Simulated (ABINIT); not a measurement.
## Optical-spectrum calculation, with input and output: TiO₂ (part 2 of 2)

TiO₂ (I4₁/amd, 6 atoms in the cell); Kohn-Sham DFT of a periodic cell, LDA, PseudoDojo NC SR LDA v0.4.1 standard, no spin polarisation (ABINIT 10.8.3); cutoff 952.4 eV, 12×12×12 k-mesh, fixed occupations. The structure derives from an entry of the Crystallography Open Database.

Geometry of the input (Å; fractional positions):
```
-1.8921  1.8921  4.7573
1.8921  -1.8921  4.7573
1.8921  1.8921  -4.7573
Ti 0.7500  0.2500  0.5000
Ti 0.0000  0.0000  0.0000
O  0.7919  0.7919  0.0000
O  0.5419  0.0419  0.5000
O  0.9581  0.4581  0.5000
O  0.2081  0.2081  0.0000
```

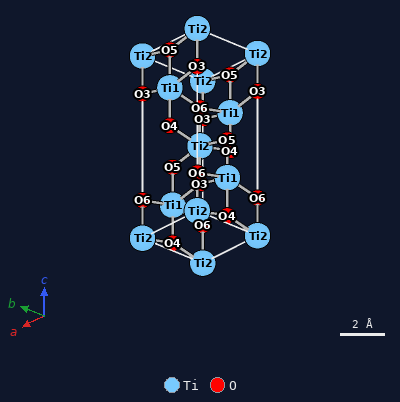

Fig. 1: The input geometry (ball-and-stick view of the cell 2 times as large as that of the calculation, set on its symmetry axes, seen at an oblique angle; atoms are numbered from 1 in the order of the input). An atom can appear more than once, as a periodic image.

### Log, continued
```
--- !ResultsGS
iteration_state: {dtset: 1, }
comment   : Summary of ground state results
lattice_vectors:
- [ -3.5755508,   3.5755508,   8.9899941, ]
- [  3.5755508,  -3.5755508,   8.9899941, ]
- [  3.5755508,   3.5755508,  -8.9899941, ]
lattice_lengths: [  10.31451,   10.31451,   10.31451, ]
lattice_angles: [139.435, 139.435,  58.713, ] # degrees, (23, 13, 12)
lattice_volume:   4.5973260E+02
convergence: {deltae: -2.927E-12, res2:  1.449E-13, residm:  4.776E-12, diffor: null, }
etotal    :  -1.85096802E+02
entropy   :   0.00000000E+00
fermie    :   1.36839986E-01
cartesian_stress_tensor: # hartree/bohr^3
- [  3.17029803E-04,   0.00000000E+00,   0.00000000E+00, ]
- [  0.00000000E+00,   3.17029803E-04,   0.00000000E+00, ]
- [  0.00000000E+00,   0.00000000E+00,   2.88243436E-04, ]
pressure_GPa:  -9.0450E+00
xred      :
- [  7.5000E-01,   2.5000E-01,   5.0000E-01, Ti]
- [  0.0000E+00,   0.0000E+00,   0.0000E+00, Ti]
- [  7.9190E-01,   7.9190E-01,  -1.2512E-18,  O]
- [  5.4190E-01,   4.1900E-02,   5.0000E-01,  O]
- [  9.5810E-01,   4.5810E-01,   5.0000E-01,  O]
- [  2.0810E-01,   2.0810E-01,  -3.2879E-19,  O]
cartesian_forces: # hartree/bohr
- [ -1.53140576E-19,  -8.58028627E-21,   1.44560290E-19, ]
- [ -1.53140576E-19,  -8.58028627E-21,   1.44560290E-19, ]
- [  1.80207479E-20,   1.62581038E-19,   2.67176038E-03, ]
- [  5.03183335E-19,   6.47743624E-19,   2.67176038E-03, ]
- [  5.78972516E-20,  -1.09858507E-18,  -2.67176038E-03, ]
- [ -2.72820182E-19,   3.05420976E-19,  -2.67176038E-03, ]
force_length_stats: {min:   2.10768438E-19, max:   2.67176038E-03, mean:   1.78117358E-03, }
...

 Integrated electronic density in atomic spheres:
 ------------------------------------------------
 Atom  Sphere_radius  Integrated_density
    1        2.00000          9.43846082
    2        2.00000          9.43846082
    3        2.00000          6.27525114
    4        2.00000          6.27525114
    5        2.00000          6.27525114
    6        2.00000          6.27525114
================================================================================

 ----iterations are completed or convergence reached----

 Mean square residual over all n,k,spin=   15.440E-16; max=  47.765E-13
 reduced coordinates (array xred) for    6 atoms
       0.750000000000      0.250000000000      0.500000000000
       0.000000000000      0.000000000000      0.000000000000
       0.791900000000      0.791900000000     -0.000000000000
       0.541900000000      0.041900000000      0.500000000000
       0.958100000000      0.458100000000      0.500000000000
       0.208100000000      0.208100000000     -0.000000000000
 rms dE/dt=  1.9612E-02; max dE/dt=  2.4019E-02; dE/dt below (all hartree)
    1       0.000000000000      0.000000000000     -0.000000000000
    2       0.000000000000     -0.000000000000     -0.000000000000
    3      -0.024019110021     -0.024019110021      0.024019110021
    4      -0.024019110021     -0.024019110021      0.024019110021
    5       0.024019110021      0.024019110021     -0.024019110021
    6       0.024019110021      0.024019110021     -0.024019110021

 cartesian coordinates (angstrom) at end:
    1      0.00000000000000     1.89210000000000     2.37865000000000
    2      0.00000000000000     0.00000000000000     0.00000000000000
    3      0.00000000000000    -0.00000000000000     7.53461174000000
    4     -0.00000000000000     1.89210000000000     0.39866174000000
    5      0.00000000000000     1.89210000000000     4.35863826000000
    6      0.00000000000000    -0.00000000000000     1.97998826000000

 cartesian forces (hartree/bohr) at end:
    1     -0.00000000000000    -0.00000000000000     0.00000000000000
    2     -0.00000000000000    -0.00000000000000     0.00000000000000
    3      0.00000000000000     0.00000000000000     0.00267176037681
    4      0.00000000000000     0.00000000000000     0.00267176037681
    5      0.00000000000000    -0.00000000000000    -0.00267176037681
    6     -0.00000000000000     0.00000000000000    -0.00267176037681
 frms,max,avg= 1.2594799E-03 2.6717604E-03   0.000E+00  0.000E+00  0.000E+00 h/b

 cartesian forces (eV/Angstrom) at end:
    1     -0.00000000000000    -0.00000000000000     0.00000000000000
    2     -0.00000000000000    -0.00000000000000     0.00000000000000
    3      0.00000000000000     0.00000000000000     0.13738744246994
    4      0.00000000000000     0.00000000000000     0.13738744246994
    5      0.00000000000000    -0.00000000000000    -0.13738744246994
    6     -0.00000000000000     0.00000000000000    -0.13738744246994
 frms,max,avg= 6.4765061E-02 1.3738744E-01   0.000E+00  0.000E+00  0.000E+00 e/A
 length scales=  1.889726125908  1.889726125908  1.889726125908 bohr
              =  1.000000000000  1.000000000000  1.000000000000 angstroms
 Fermi (or HOMO) energy (hartree) =   0.13684   Average Vxc (hartree)=  -0.42000
 Eigenvalues (hartree) for nkpt= 163  k points:
 kpt#   1, nband= 24, wtk=  0.00058, kpt=  0.0000  0.0000  0.0000 (reduced coord)
  -1.91148   -1.90909   -1.05974   -1.05052   -1.05052   -1.04774   -1.04774   -1.04452
  -0.50006   -0.46117   -0.45518   -0.44257   -0.00931   -0.00553   -0.00553    0.00902
   0.05896    0.05896    0.06131    0.10801    0.10801    0.10831    0.11917    0.11917
 prteigrs : prtvol=0 or 1, do not print more k-points.

--- !EnergyTerms
iteration_state     : {dtset: 1, }
comment             : Components of total free energy in Hartree
kinetic             :  8.99397209872157E+01
hartree             :  5.01333776950162E+01
xc                  : -3.36883491820818E+01
Ewald energy        : -1.22088434587365E+02
psp_core            :  5.72050176239306E+00
local_psp           : -1.65761117413207E+02
non_local_psp       : -9.35250085861873E+00
total_energy        : -1.85096801596648E+02
total_energy_eV     : -5.03674056114209E+03
band_energy         : -2.28129716127705E+01
...

 Cartesian components of stress tensor (hartree/bohr^3)
  sigma(1 1)=  3.17029803E-04  sigma(3 2)=  0.00000000E+00
  sigma(2 2)=  3.17029803E-04  sigma(3 1)=  0.00000000E+00
  sigma(3 3)=  2.88243436E-04  sigma(2 1)=  0.00000000E+00

-Cartesian components of stress tensor (GPa)         [Pressure= -9.0450E+00 GPa]
- sigma(1 1)=  9.32733884E+00  sigma(3 2)=  0.00000000E+00
- sigma(2 2)=  9.32733884E+00  sigma(3 1)=  0.00000000E+00
- sigma(3 3)=  8.48041467E+00  sigma(2 1)=  0.00000000E+00

================================================================================
== DATASET  2 ==================================================================

--- !DatasetInfo
iteration_state: {dtset: 2, }
dimensions: {natom: 6, nkpt: 163, mband: 34, nsppol: 1, nspinor: 1, nspden: 1, mpw: 4584, }
cutoff_energies: {ecut:  35.0, pawecutdg:  -1.0, }
electrons: {nelect:   4.80000000E+01, charge:   0.00000000E+00, occopt:   1.00000000E+00, tsmear:   1.00000000E-02, }
meta: {optdriver: 0, ionmov: 0, optcell: 0, iscf: -2, paral_kgb: 0, }
...

 mkfilename : getden/=0, take file _DEN from output of DATASET   1.

 Exchange-correlation functional for the present dataset will be:
  LDA: Perdew-Wang 92 LSD fit to Ceperley-Alder data - ixc=7
  J.P.Perdew and Y.Wang, PRB 45, 13244 (1992)

 Real(R)+Recip(G) space primitive vectors, cartesian coordinates (Bohr,Bohr^-1):
 R(1)= -3.5755508  3.5755508  8.9899941  G(1)=  0.0000000  0.1398386  0.0556174
 R(2)=  3.5755508 -3.5755508  8.9899941  G(2)=  0.1398386  0.0000000  0.0556174
 R(3)=  3.5755508  3.5755508 -8.9899941  G(3)=  0.1398386  0.1398386  0.0000000
 Unit cell volume ucvol=  4.5973260E+02 bohr^3
 Angles (23,13,12)=  1.39434593E+02  1.39434593E+02  5.87128032E+01 degrees

 getcut: wavevector=  0.0000  0.0000  0.0000  ngfft=  60  60  60
         ecut(hartree)=     35.000   => boxcut(ratio)=   2.18455
--------------------------------------------------------------------------------

================================================================================
 Non-SCF case, kpt    1 (  0.00000  0.00000  0.00000), residuals and eigenvalues=
  2.15E-13  2.67E-13  7.35E-13  5.99E-13  4.79E-13  5.99E-13  3.11E-13  1.11E-13
  9.80E-13  7.45E-13  5.94E-13  5.22E-13  8.23E-13  3.03E-13  8.77E-13  5.37E-13
  5.29E-13  3.05E-13  6.50E-13  6.48E-13  8.78E-13  8.57E-13  3.01E-13  3.17E-13
  2.50E-13  5.94E-13  6.27E-13  6.58E-13  9.74E-13  4.07E-13  1.16E-09  3.79E-09
  1.90E-10  4.34E-09
 -1.9115E+00 -1.9091E+00 -1.0597E+00 -1.0505E+00 -1.0505E+00 -1.0477E+00
 -1.0477E+00 -1.0445E+00 -5.0006E-01 -4.6117E-01 -4.5518E-01 -4.4257E-01
 -9.3146E-03 -5.5270E-03 -5.5270E-03  9.0218E-03  5.8957E-02  5.8957E-02
  6.1312E-02  1.0801E-01  1.0801E-01  1.0831E-01  1.1917E-01  1.1917E-01
  2.1197E-01  2.4050E-01  2.8235E-01  2.8235E-01  2.8396E-01  2.8396E-01
  3.2570E-01  3.3592E-01  3.3677E-01  3.6803E-01
 prteigrs : prtvol=0 or 1, do not print more k-points.

--- !ResultsGS
iteration_state: {dtset: 2, }
comment   : Summary of ground state results
lattice_vectors:
- [ -3.5755508,   3.5755508,   8.9899941, ]
- [  3.5755508,  -3.5755508,   8.9899941, ]
- [  3.5755508,   3.5755508,  -8.9899941, ]
lattice_lengths: [  10.31451,   10.31451,   10.31451, ]
lattice_angles: [139.435, 139.435,  58.713, ] # degrees, (23, 13, 12)
lattice_volume:   4.5973260E+02
convergence: {deltae:  0.000E+00, res2:  0.000E+00, residm:  1.000E-12, diffor:  0.000E+00, }
etotal    :  -1.85096802E+02
entropy   :   0.00000000E+00
fermie    :   1.36839986E-01
cartesian_stress_tensor: null
pressure_GPa: null
xred      :
- [  7.5000E-01,   2.5000E-01,   5.0000E-01, Ti]
- [  0.0000E+00,   0.0000E+00,   0.0000E+00, Ti]
- [  7.9190E-01,   7.9190E-01,  -1.2512E-18,  O]
- [  5.4190E-01,   4.1900E-02,   5.0000E-01,  O]
- [  9.5810E-01,   4.5810E-01,   5.0000E-01,  O]
- [  2.0810E-01,   2.0810E-01,  -3.2879E-19,  O]
cartesian_forces: null
force_length_stats: {min: null, max: null, mean: null, }
...

 Integrated electronic density in atomic spheres:
 ------------------------------------------------
 Atom  Sphere_radius  Integrated_density
    1        2.00000          9.43846082
    2        2.00000          9.43846082
    3        2.00000          6.27525114
    4        2.00000          6.27525114
    5        2.00000          6.27525114
    6        2.00000          6.27525114
================================================================================

 ----iterations are completed or convergence reached----

 Mean square residual over all n,k,spin=   51.187E-14; max=  10.000E-13
 reduced coordinates (array xred) for    6 atoms
       0.750000000000      0.250000000000      0.500000000000
       0.000000000000      0.000000000000      0.000000000000
       0.791900000000      0.791900000000     -0.000000000000
       0.541900000000      0.041900000000      0.500000000000
       0.958100000000      0.458100000000      0.500000000000
       0.208100000000      0.208100000000     -0.000000000000

 cartesian coordinates (angstrom) at end:
    1      0.00000000000000     1.89210000000000     2.37865000000000
    2      0.00000000000000     0.00000000000000     0.00000000000000
    3      0.00000000000000    -0.00000000000000     7.53461174000000
    4     -0.00000000000000     1.89210000000000     0.39866174000000
    5      0.00000000000000     1.89210000000000     4.35863826000000
    6      0.00000000000000    -0.00000000000000     1.97998826000000
 length scales=  1.889726125908  1.889726125908  1.889726125908 bohr
              =  1.000000000000  1.000000000000  1.000000000000 angstroms
 Eigenvalues (hartree) for nkpt= 163  k points:
 kpt#   1, nband= 34, wtk=  0.00058, kpt=  0.0000  0.0000  0.0000 (reduced coord)
  -1.91148   -1.90909   -1.05974   -1.05052   -1.05052   -1.04774   -1.04774   -1.04452
  -0.50006   -0.46117   -0.45518   -0.44257   -0.00931   -0.00553   -0.00553    0.00902
   0.05896    0.05896    0.06131    0.10801    0.10801    0.10831    0.11917    0.11917
   0.21197    0.24050    0.28235    0.28235    0.28396    0.28396    0.32570    0.33592
   0.33677    0.36803
 prteigrs : prtvol=0 or 1, do not print more k-points.

================================================================================
== DATASET  3 ==================================================================

--- !DatasetInfo
iteration_state: {dtset: 3, }
dimensions: {natom: 6, nkpt: 163, mband: 30, nsppol: 1, nspinor: 1, nspden: 1, mpw: 4584, }
cutoff_energies: {ecut:  35.0, pawecutdg:  -1.0, }
electrons: {nelect:   4.80000000E+01, charge:   0.00000000E+00, occopt:   1.00000000E+00, tsmear:   1.00000000E-02, }
meta: {optdriver: 8, wfk_task: 7, }
...

 mkfilename : getwfk/=0, take file _WFK from output of DATASET   2.

 Exchange-correlation functional for the present dataset will be:
  LDA: Perdew-Wang 92 LSD fit to Ceperley-Alder data - ixc=7
  J.P.Perdew and Y.Wang, PRB 45, 13244 (1992)

--------------------------------------------------------------------------------

 Computation of velocity matrix elements (DDK)

 Parameters extracted from the Abinit header:
    ecut:     35.0
    nkpt:    1728
    mband:   34
    nsppol:  1
    nspinor: 1
    useylm:  0
    inclvkb: 2
    bmin: 1, bmax: 34
    Computing diagonal and off-diagonal matrix elements
    Between band index bmin: 1, bmax: 34

== END DATASET(S) ==============================================================
================================================================================

 -outvars: echo values of variables after computation  --------
            acell      1.8897261259E+00  1.8897261259E+00  1.8897261259E+00 Bohr
           etotal1    -1.8509680160E+02
           etotal3     0.0000000000E+00
            fcart1    -1.5314057593E-19 -8.5802862652E-21  1.4456028966E-19
                      -1.5314057593E-19 -8.5802862657E-21  1.4456028966E-19
                       1.8020747917E-20  1.6258103758E-19  2.6717603768E-03
                       5.0318333450E-19  6.4774362417E-19  2.6717603768E-03
                       5.7897251623E-20 -1.0985850657E-18 -2.6717603768E-03
                      -2.7282018218E-19  3.0542097647E-19 -2.6717603768E-03
            fcart3     0.0000000000E+00  0.0000000000E+00  0.0000000000E+00
                       0.0000000000E+00  0.0000000000E+00  0.0000000000E+00
                       0.0000000000E+00  0.0000000000E+00  0.0000000000E+00
                       0.0000000000E+00  0.0000000000E+00  0.0000000000E+00
                       0.0000000000E+00  0.0000000000E+00  0.0000000000E+00
                       0.0000000000E+00  0.0000000000E+00  0.0000000000E+00
            rprim     -1.8921000000E+00  1.8921000000E+00  4.7573000000E+00
                       1.8921000000E+00 -1.8921000000E+00  4.7573000000E+00
                       1.8921000000E+00  1.8921000000E+00 -4.7573000000E+00
           strten1     3.1702980342E-04  3.1702980342E-04  2.8824343605E-04
                       0.0000000000E+00  0.0000000000E+00  0.0000000000E+00
           strten3     0.0000000000E+00  0.0000000000E+00  0.0000000000E+00
                       0.0000000000E+00  0.0000000000E+00  0.0000000000E+00
           xangst      1.1750094465E-16  1.8921000000E+00  2.3786500000E+00
                       0.0000000000E+00  0.0000000000E+00  0.0000000000E+00
                       7.8518526085E-17 -8.3253189295E-17  7.5346117400E+00
                      -2.4936590812E-17  1.8921000000E+00  3.9866174000E-01
                       1.1750094465E-16  1.8921000000E+00  4.3586382600E+00
                       2.0881547650E-17 -2.2125749461E-17  1.9799882600E+00
             xred      7.5000000000E-01  2.5000000000E-01  5.0000000000E-01
                       0.0000000000E+00  0.0000000000E+00  0.0000000000E+00
                       7.9190000000E-01  7.9190000000E-01 -1.2511662203E-18
                       5.4190000000E-01  4.1900000000E-02  5.0000000000E-01
                       9.5810000000E-01  4.5810000000E-01  5.0000000000E-01
                       2.0810000000E-01  2.0810000000E-01 -3.2878859761E-19
 Calculation completed.
```

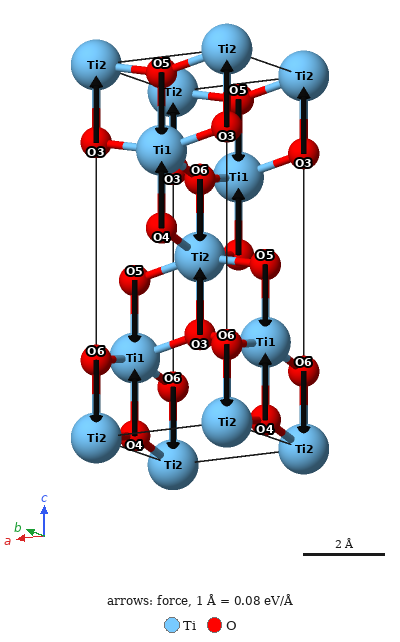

Fig. 2: Forces on the atoms as black arrows (ball-and-stick view of the cell 2 times as large as that of the calculation, set on its symmetry axes, seen at an oblique angle; atoms are numbered from 1 in the order of the input). The largest act on all 4 O atoms (0.14 eV/Å). The geometry is not a stationary point of this energy.

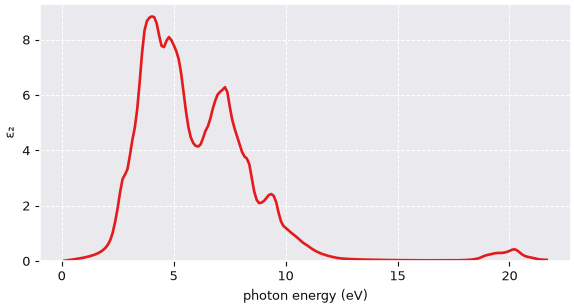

Fig. 3: Imaginary part of the dielectric function (first component that the program prints). The highest peak, 8.8, lies at 4.03 eV.

### Key numbers

```json
{"quantity": "outcome", "value": "converged"}
{"quantity": "space group (tolerance 0.01 Å)", "value": "I4₁/amd (141)"}
{"quantity": "electrons treated", "value": "48"}
{"quantity": "free energy", "value": "−5036.7406 eV"}
{"quantity": "Fermi energy", "value": "3.724 eV"}
{"quantity": "pressure", "value": "−9.05 GPa"}
{"quantity": "largest force (length of the vector)", "value": "0.137 eV/Å"}
{"quantity": "wall time", "value": "15 min (CPU time 59 min)"}
{"quantity": "peak memory", "value": "5.9 GiB"}
```

### Remarks

Further notes kept with the run: Slow version without MPI-IO support. Processors send data to master. Points of doubt noted for this run: cutoff too low for stress. The cell is under a tension of 9.0 GPa at this level, so it is not at its equilibrium volume.
